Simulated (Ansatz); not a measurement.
Run report: Mo₆H, geometry relaxation (part 2 of 2)

Continued. System: Mo₆H (slab, 7 atoms in the cell). Method: DFT PBE, scalar-relativistic, plane waves, PAW, PAW set soft_1, no spin polarisation (Ansatz 0.2.0); cutoff 420 eV, 6×6×1 k-mesh, Gaussian smearing of 0.1 eV. The structure derives from an entry of the Crystallography Open Database. The input holds or restrains some coordinates.

Geometry of the input (Å; fractional positions):
```
4.4696  0.0000  0.0000
-2.2348  3.8708  0.0000
0.0000  0.0000  19.7596
Mo 0.6667  0.3333  0.2024
Mo 0.3333  0.6667  0.2486
Mo 0.0000  0.0000  0.2948
Mo 0.6667  0.3333  0.3369
Mo 0.3333  0.6667  0.3780
Mo 0.0000  0.0000  0.4180
H  0.6667  0.3333  0.4347
```

```
WARN: The input density's exchange-correlation potential varies sharply where the density is thin. Do not read a vacuum level from v_tot or v_xc, or from such a field of the output density. On a cell that repeats whose density bears no net charge and no dipole along the vacuum's axis use v_es (v_loc + v_h of the components); under efield.dipole_correction with no amplitude use v_es + v_field, which holds any external_charges[].barrier, or the levels of the report's work_function block, which leave it out; under a non-zero efield.amplitude the vacuum is tilted and has no level; on a cell that repeats and bears such a dipole with no correction it is tilted too, and efield.dipole_correction with no amplitude gives each side of its ramp a level where efield: is served; in a cell that repeats whose density bears a net charge (total_charge, or a fill off its count) it is curved and has none; of a slab under crystal.periodic whose density bears no net charge use v_es, which has a level on each side, short of where the two are joined; of another it falls or rises all the way out and has none; of a slab beside external_charges read slab_vacuum_level instead, which it has where they leave it neutral. The grid or the basis barely resolves most such structure, and the values can differ between equally converged runs; as a rule a tighter scf.convergence.dr2_threshold does not remove it. Where the density itself ripples (under the LDA too) a higher basis.ecutwfc lessens it. The files hold the spikes' plane waves up to the density's cutoff. Files: v_tot and the like, and their columns of v_z.tsv (output.write_potential); v_xc and the like, and their columns of v_comp_z.tsv (output.write_potential_components); where files of the output density stand in their place, no point of their own thin density is over the threshold below, and this is of outcome.potential() and, of a run that writes arrays (npy), the arrays of these names. Measured: with its Gaussian average of σ = 0.25 Å subtracted twice, the exchange-correlation potential is over 0.1 eV at 2 of the grid points where the equally averaged density (valence and model cores) is under 1e-3 e/Å³, and 0.126 eV at the most among them, at an averaged density of 3.4e-7 e/Å³. See output.write_potential in the manual, Limitations
SCF converged after 3 iterations
Free energy (F): -29745.322997 eV
Harris-Foulkes:  -29745.322997 eV  (|F-HF|=5.63e-8)
Internal energy: -29745.268795 eV  (E = F + TS)
E sigma→0 (E₀):  -29745.295896 eV
Entropy (-TS):   -0.054202 eV (-7.743 meV/atom)
Fermi energy:    3.197910 eV
Dipole field:    D = 0.001972 V/Å  (p = 0.003725 e·Å, saw-weighted, corrected)
Work function:   Φ+ = 3.6952 eV   Φ− = 3.7341 eV
Levels:          The Fermi level and band energies are counted from a zero that moves with the ramp; work functions are not
--- Per-component energies (eV) ---
  E_band       = -1812.980753
  E_kinetic    = 2538.960923
  E_local      = -72120.024115  (includes V_loc(G=0)·N_el)
  E_nonlocal   = 899.045119
  E_hartree    = 34575.439886
  E_xc         = -1058.238023
  E_vxc        = -1318.808890  (∫ρ·V_xc dr)
  E_paw        = -19274.095757  (= ΣΔE_a)
  E_vpaw       = -963.069167  (= ΣTr[D̂ρ^β])
  E_aug_tail   = -0.000514  (compensation charges beyond the density's cutoff)
  E_efield     = 0.000004  (sawtooth field / dipole correction)
  E_vefield    = 0.013423  (∫n·V_field dr)
  E_ewald      = 24693.643682
  E_smearing   = -0.054202  (= −TS)
  E_closure    = 0.000000  (closes the sum)
  Σ components = -29745.322997   (vs F -29745.322997, Δ=0.00e0)
--- Forces (eV/Å), atoms counted from 1 ---
  atom   1  Mo    -0.00000000    -0.00000000     1.36203968
  atom   2  Mo     0.00000000    -0.00000000    -0.64731111
  atom   3  Mo    -0.00000000     0.00000000    -1.18989787
  atom   4  Mo    -0.00000000     0.00000000     0.13984563
  atom   5  Mo    -0.00000000     0.00000000     0.10275755
  atom   6  Mo     0.00000000    -0.00000000     0.22738743
  atom   7  H      0.00000000    -0.00000000     0.00519659
  max |Σ_I F_I| component: 1.79e-5 eV/Å
--- Band table (eV; the first three rows and the last of 7) ---
  k-point 0: bands = ["-57.9829", "-57.7519", "-57.6993", "-57.6689", "-57.5186", "-57.4301", "-32.4870", "-32.3006", "-32.3006", "-32.2674", "-32.2185", "-32.2185", "-32.0387", "-31.9252", "-31.9252", "-31.6121", "-31.6121", "-31.4655", "-31.4340", "-31.3207", "-31.3207", "-31.2667", "-31.2489", "-31.2489", "-3.4581", "-1.6705", "-1.5351", "-1.5351", "0.0310", "0.2194", "0.2194", "0.5558", "0.5558", "0.5683", "1.1146", "1.1146", "1.1404", "1.8774", "1.8774", "1.9880", "1.9880", "2.1663", "3.0471", "4.2781", "4.2781", "4.4315", "4.4655", "4.4655", "4.8712", "4.8712", "5.0823"]
  k-point 1: bands = ["-57.9616", "-57.7525", "-57.7066", "-57.6683", "-57.5267", "-57.4370", "-32.5239", "-32.4432", "-32.3856", "-32.2832", "-32.1082", "-32.1041", "-32.0185", "-31.9048", "-31.8578", "-31.5970", "-31.5880", "-31.4774", "-31.4377", "-31.3529", "-31.3229", "-31.3174", "-31.2459", "-31.2378", "-3.1418", "-1.6184", "-1.3210", "-1.3196", "-0.4964", "-0.0865", "0.0936", "0.2624", "0.6729", "0.7222", "1.1340", "1.1661", "1.5163", "1.7989", "1.9936", "2.2107", "2.3429", "2.4363", "3.2113", "3.9505", "3.9948", "4.3827", "4.4894", "4.5226", "4.7164", "4.7681", "5.1732"]
  k-point 2: bands = ["-57.9056", "-57.7710", "-57.7232", "-57.6581", "-57.5462", "-57.4510", "-32.6024", "-32.5725", "-32.3986", "-32.2411", "-32.1437", "-32.0878", "-31.8416", "-31.8112", "-31.7259", "-31.7153", "-31.5718", "-31.5396", "-31.4491", "-31.3626", "-31.3315", "-31.3253", "-31.2385", "-31.2356", "-2.4637", "-1.5631", "-1.0926", "-0.7257", "-0.6849", "-0.3190", "0.0529", "0.2008", "0.6867", "0.7118", "0.9364", "1.0665", "1.4344", "1.8028", "1.9107", "2.5131", "2.7857", "2.9033", "3.1329", "3.5052", "4.1472", "4.1841", "4.3065", "4.4407", "4.8087", "4.9345", "5.0611"]
  k-point 6: bands = ["-57.8303", "-57.7807", "-57.7784", "-57.6395", "-57.5660", "-57.4619", "-32.6517", "-32.5304", "-32.3599", "-32.2852", "-32.2066", "-32.1251", "-31.9019", "-31.7782", "-31.7044", "-31.5745", "-31.5689", "-31.5354", "-31.4891", "-31.3469", "-31.3349", "-31.2868", "-31.2864", "-31.2179", "-2.2272", "-1.0071", "-0.9718", "-0.9251", "-0.6607", "-0.4732", "0.0422", "0.7275", "0.7837", "0.9902", "1.1593", "1.2905", "1.2977", "1.9149", "2.1079", "2.4015", "2.5632", "2.9330", "3.1662", "3.1899", "3.7581", "3.8138", "4.0803", "4.1695", "4.4152", "4.4926", "4.8069"]
--- Relaxed structure (4 steps of the walk, 4 accepted, 0 SCFs on fresh bases) ---
  F+E_penalty+E_count = -29745.32299720 eV   max|allowed force component| = 5.197e-3 eV/Å
  atoms:
    - { symbol: Mo, position: [0.6666666666666665, 0.33333333333333337, 0.20243358840000003] }
    - { symbol: Mo, position: [0.33333333333333326, 0.6666666666666669, 0.24860608310000007] }
    - { symbol: Mo, position: [-9.251858538569898e-17, 5.2867763076619095e-18, 0.29477857770000004] }
    - { symbol: Mo, position: [0.6666666666666665, 0.33333333333333337, 0.33688211160000003] }
    - { symbol: Mo, position: [0.33333333333333326, 0.6666666666666669, 0.37797255640000005] }
    - { symbol: Mo, position: [-9.251858538569898e-17, 5.2867763076619095e-18, 0.4180034333000001] }
    - { symbol: H, position: [0.6666666666666665, 0.33333333333333337, 0.4334412588953531] }
```

## Trajectory as extended XYZ (Å, eV, eV/Å), 4 frames, from step=1 to step=4
```
7
Lattice="4.4696 0.0000 0.0000 -2.2348 3.8708 0.0000 0.0000 0.0000 19.7596" Properties=species:S:1:pos:R:3:forces:R:3 step=1 energy=-29745.32144
Mo    2.2348    1.2903    4.0000    0.0000   0.0000   1.3893
Mo    0.0000    2.5805    4.9123    0.0000   0.0000  -0.6477
Mo    0.0000    0.0000    5.8247    0.0000   0.0000  -1.1835
Mo    2.2348    1.2903    6.6566    0.0000   0.0000   0.2126
Mo    0.0000    2.5805    7.4686    0.0000   0.0000   0.1042
Mo    0.0000    0.0000    8.2596    0.0000   0.0000   0.2497
H     2.2348    1.2903    8.5900    0.0000   0.0000  -0.1249
7
Lattice="4.4696 0.0000 0.0000 -2.2348 3.8708 0.0000 0.0000 0.0000 19.7596" Properties=species:S:1:pos:R:3:forces:R:3 step=2 energy=-29745.32206
Mo    2.2348    1.2903    4.0000    0.0000   0.0000   1.3425
Mo    0.0000    2.5805    4.9123    0.0000   0.0000  -0.6475
Mo    0.0000    0.0000    5.8247    0.0000   0.0000  -1.1950
Mo    2.2348    1.2903    6.6566    0.0000   0.0000   0.0810
Mo    0.0000    2.5805    7.4686    0.0000   0.0000   0.1021
Mo    0.0000    0.0000    8.2596    0.0000   0.0000   0.2135
H     2.2348    1.2903    8.5472    0.0000   0.0000   0.1033
7
Lattice="4.4696 0.0000 0.0000 -2.2348 3.8708 0.0000 0.0000 0.0000 19.7596" Properties=species:S:1:pos:R:3:forces:R:3 step=3 energy=-29745.32300
Mo    2.2348    1.2903    4.0000    0.0000   0.0000   1.3621
Mo    0.0000    2.5805    4.9123    0.0000   0.0000  -0.6474
Mo    0.0000    0.0000    5.8247    0.0000   0.0000  -1.1899
Mo    2.2348    1.2903    6.6566    0.0000   0.0000   0.1397
Mo    0.0000    2.5805    7.4686    0.0000   0.0000   0.1030
Mo    0.0000    0.0000    8.2596    0.0000   0.0000   0.2274
H     2.2348    1.2903    8.5646    0.0000   0.0000   0.0053
7
Lattice="4.4696 0.0000 0.0000 -2.2348 3.8708 0.0000 0.0000 0.0000 19.7596" Properties=species:S:1:pos:R:3:forces:R:3 step=4 energy=-29745.32300
Mo    2.2348    1.2903    4.0000    0.0000   0.0000   1.3620
Mo    0.0000    2.5805    4.9123    0.0000   0.0000  -0.6473
Mo    0.0000    0.0000    5.8247    0.0000   0.0000  -1.1899
Mo    2.2348    1.2903    6.6566    0.0000   0.0000   0.1398
Mo    0.0000    2.5805    7.4686    0.0000   0.0000   0.1028
Mo    0.0000    0.0000    8.2596    0.0000   0.0000   0.2274
H     2.2348    1.2903    8.5646    0.0000   0.0000   0.0052
```

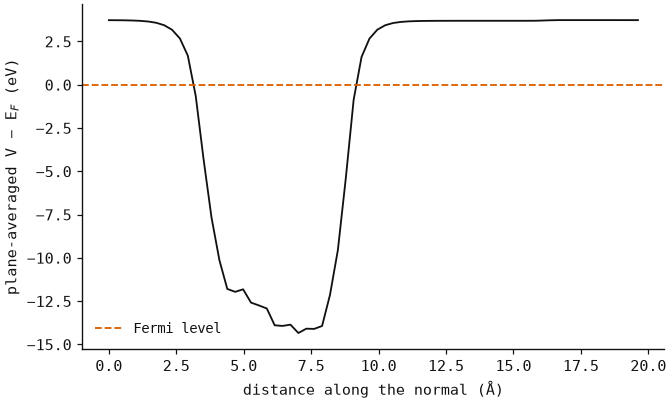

Plane average of the electrostatic potential energy of an electron across the cell, from the Fermi level. The vacuum level lies 3.70 eV above the Fermi level on the upper side and 3.73 eV on the lower.

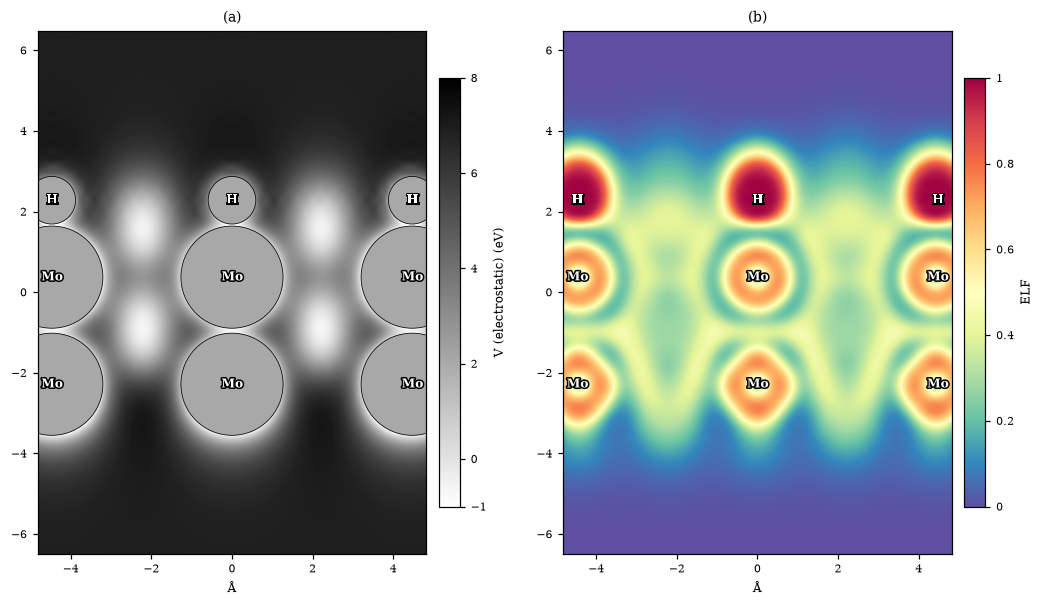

(a) electrostatic potential (local pseudopotential plus Hartree) felt by an electron; (b) electron localisation function on the (100) plane of the calculation cell, a cut from vacuum to vacuum. Grey discs, where drawn, cover atomic cores. The section cuts through Mo and H sites. Mo–H (1.91 Å): the ELF climbs to about 1 towards the hydrogen, as it does in any bond to H. Mo–Mo (2.66 Å): the ELF is about 0.40 at the midpoint; no localised pair between them. The strong features right at Mo lie inside the PAW spheres (semicore, d or f shells) and say nothing about bonding. The fields are those of the smooth PAW valence density.

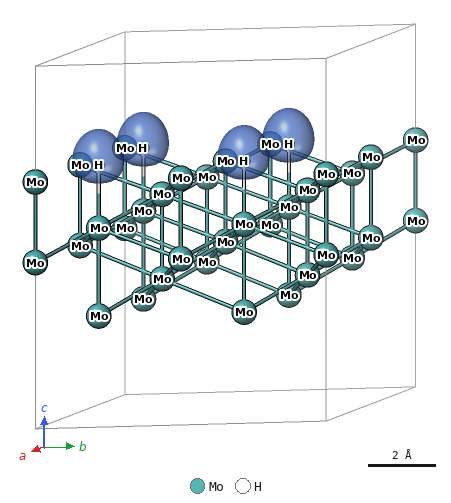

Isosurface of the electron localisation function at 0.65 (blue), seen slightly off an axis. Only the valence region is drawn (cores and ρ < 0.01 e/Å³ removed). Sticks mark near contacts. Counts are for one cell; the picture repeats the cell along the surface.  Values along the shortest contacts: Mo–H (1.91 Å): the ELF climbs to about 1 towards the hydrogen. Mo–Mo (2.43 Å): the ELF is about 0.45 at the midpoint; no shared electron pair.

## Results in brief

| quantity | value |
| --- | --- |
| outcome | converged under the restraints of the input |
| electrons treated | 85 |
| free energy | −29745.3230 eV |
| work function, top face | 3.70 eV |
| work function, bottom face | 3.73 eV |
| Fermi energy | 3.198 eV |
| gap on the k-point mesh | none (metallic) |
| final volume | 341.85 Å³ |
| work function (upper face) | 3.70 eV |
| largest force (length of the vector) at the end, held atoms and coordinates included | 1.362 eV/Å |
| hardware | 1 thread of Intel Xeon (Granite Rapids), 32 GiB of memory available, shared host |
| wall time | 20 s |
| peak memory | 0.53 GiB |

## Remarks

Warnings of the run: the exchange-correlation potential is rough where the density is thin.
